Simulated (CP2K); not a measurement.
# A series of single points on CuAu

System: CuAu (2 atoms in the cell).
Method: Kohn-Sham DFT of a periodic cell, PBE, GTH-PBE with UZH-TZVP basis, no spin polarisation (CP2K 2026.2).

The 6 runs differ only in the geometry, by an even scaling of the cell at fixed fractional positions. The structure derives from a Materials Project entry.

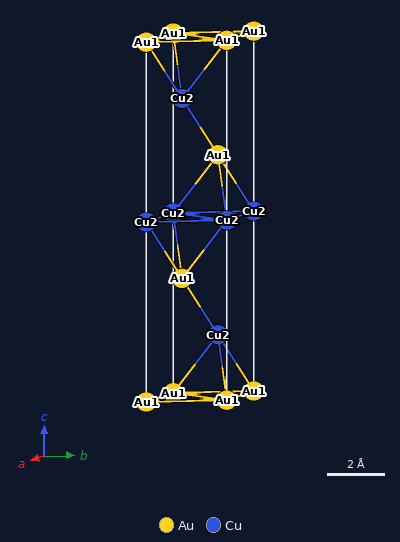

Figure 1. The structure of run 4 (ball-and-stick view of the cell 3 times as large as that of the calculation, set on its symmetry axes, seen slightly off an axis; atoms are numbered from 1 in the order of the input).

## Input of run 4
```
&GLOBAL
  PROJECT cuau_eos
  RUN_TYPE ENERGY_FORCE
  PRINT_LEVEL LOW
&END GLOBAL
&FORCE_EVAL
  METHOD QS
  STRESS_TENSOR ANALYTICAL
  &DFT
    BASIS_SET_FILE_NAME BASIS_MOLOPT_UZH
    POTENTIAL_FILE_NAME POTENTIAL_UZH
    WFN_RESTART_FILE_NAME previous-RESTART.kp
    &MGRID
      CUTOFF 500
      REL_CUTOFF 60
      NGRIDS 4
    &END MGRID
    &QS
      METHOD GPW
      EPS_DEFAULT 1.0E-10
    &END QS
    &KPOINTS
      SCHEME MONKHORST-PACK 11 11 11
      GAMMA_CENTERED T
      SYMMETRY T
      SYMMETRY_BACKEND SPGLIB
    &END KPOINTS
    &SCF
      SCF_GUESS RESTART
      EPS_SCF 1.0E-6
      MAX_SCF 100
      ADDED_MOS 16
      CHOLESKY OFF
      EPS_EIGVAL 1.0E-7
      &DIAGONALIZATION ON
        ALGORITHM STANDARD
      &END DIAGONALIZATION
      &MIXING ON
        METHOD BROYDEN_MIXING
        ALPHA 0.4
        BETA 1.5
        NBUFFER 8
      &END MIXING
      &SMEAR ON
        METHOD FERMI_DIRAC
        ELECTRONIC_TEMPERATURE [K] 580.226
      &END SMEAR
    &END SCF
    &XC
      &XC_FUNCTIONAL PBE
      &END XC_FUNCTIONAL
    &END XC
    &PRINT
      &KPOINTS ON
      &END KPOINTS
      &MULLIKEN ON
      &END MULLIKEN
      &MO ON
        ENERGIES T
        OCCUPATION_NUMBERS T
        &EACH
          QS_SCF 0
        &END EACH
        ADD_LAST NUMERIC
      &END MO
    &END PRINT
  &END DFT
  &SUBSYS
    &CELL
      ABC 4.6009970460 4.6009970460 4.6009970460
      ALPHA_BETA_GAMMA 36.8082289539 36.8082289545 36.8082289541
      PERIODIC XYZ
    &END CELL
    &COORD
      Au  0.0000000000 0.0000000000 0.0000000000
      Cu  5.9842653190 1.9911774174 1.2345694258
    &END COORD
    &KIND Au
      BASIS_SET TZVP-MOLOPT-PBE-GTH-q11
      POTENTIAL GTH-PBE-q11
    &END KIND
    &KIND Cu
      BASIS_SET TZVP-MOLOPT-PBE-GTH-q11
      POTENTIAL GTH-PBE-q11
    &END KIND
    &PRINT
      &ATOMIC_COORDINATES ON
      &END ATOMIC_COORDINATES
      &CELL ON
      &END CELL
      &SYMMETRY ON
      &END SYMMETRY
    &END PRINT
  &END SUBSYS
  &PRINT
    &FORCES ON
    &END FORCES
    &STRESS_TENSOR ON
    &END STRESS_TENSOR
  &END PRINT
&END FORCE_EVAL
```

Command:
```bash
OMP_NUM_THREADS=1 cp2k.psmp -i cuau_eos.inp -o cuau_eos.out
```

Lattice vectors (Å) and fractional positions of run 4:
```
   4.600997    0.000000    0.000000
   3.683767    2.756635    0.000000
   3.683767    1.225720    2.469139
Au  0.000000  0.000000  0.000000
Cu  0.500000  0.500000  0.500000
```

Run 3 has the same physical settings and fractional positions; its lattice vectors (Å) are:
```
   4.540050    0.000000    0.000000
   3.634969    2.720119    0.000000
   3.634969    1.209483    2.436431
```

## Results, with one run withheld

| run | volume per atom (Å³) | free energy per atom, from the lowest run given (meV) | pressure (GPa) |
| --- | --- | --- | --- |
| 1 | 14.430 | 48.56 | 13.81 |
| 2 | 14.737 | 26.14 | 9.68 |
| 3 | 15.044 | ? | ? |
| 4 | 15.658 | 0.00 | 0.02 |
| 5 | 15.965 | 2.38 | −2.46 |
| 6 | 16.272 | 9.22 | −4.63 |

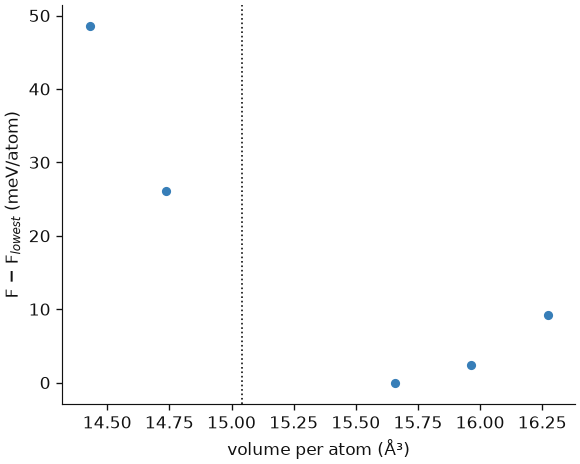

Figure 2. Free energy per atom of the runs given; the dotted line marks run 3.

What should run 3 give?

A cubic polynomial in V^(−2/3) (the Birch–Murnaghan form), fitted to the 5 runs given, misses them by under 0.01 meV per atom. With x = V^(−2/3) − 0.16166 Å⁻², it reads F = 2.1259 + 2240.9 x + 5.9585e+05 x² + 2.7305e+06 x³ (meV per atom). At run 3 it gives 11.15 meV per atom, and the run itself gives 11.14. The slope of the fit gives a pressure −dF/dV of 6.05 GPa there, and the run prints 6.05 GPa. The fit has its minimum at 15.661 Å³ per atom, where V d²F/dV² gives 135 GPa. Cell shape and fractional positions are held, so this is the stiffness under even scaling; the relaxed bulk modulus wasn't computed.

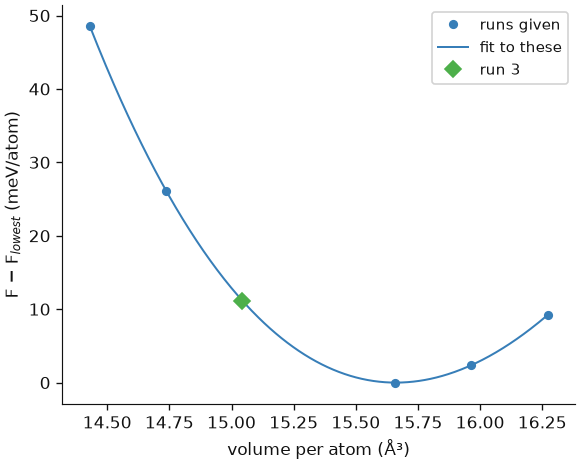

Figure 3. The fit and the withheld run.

## Some lines of the output (run 3)
```
[...]
 CELL_REF| Volume [angstrom^3]:                                        30.088644
                        Smear method:                                FERMI_DIRAC
  Step     Update method      Time    Convergence         Total energy    Change
  Fermi energy:                                                 0.31310755456509
  Total energy:                                               -80.92976880639985
  Total energy (extrapolated to T->0):                        -80.92962356721289
 MO| E(Fermi):            0.313108 a.u.          8.520090 eV
 MO| Band gap:            0.000000 a.u.          0.000001 eV
 MO| Band gap:            0.002317 a.u.          0.063051 eV
 MO| Band gap:            0.012458 a.u.          0.338990 eV
 MO| Band gap:            0.004829 a.u.          0.131412 eV
 MO| Band gap:            0.014670 a.u.          0.399196 eV
 MO| Band gap:            0.029147 a.u.          0.793136 eV
 MO| Band gap:            0.049247 a.u.          1.340078 eV
```

Notes: Spin–orbit coupling is left out, which matters for Au.
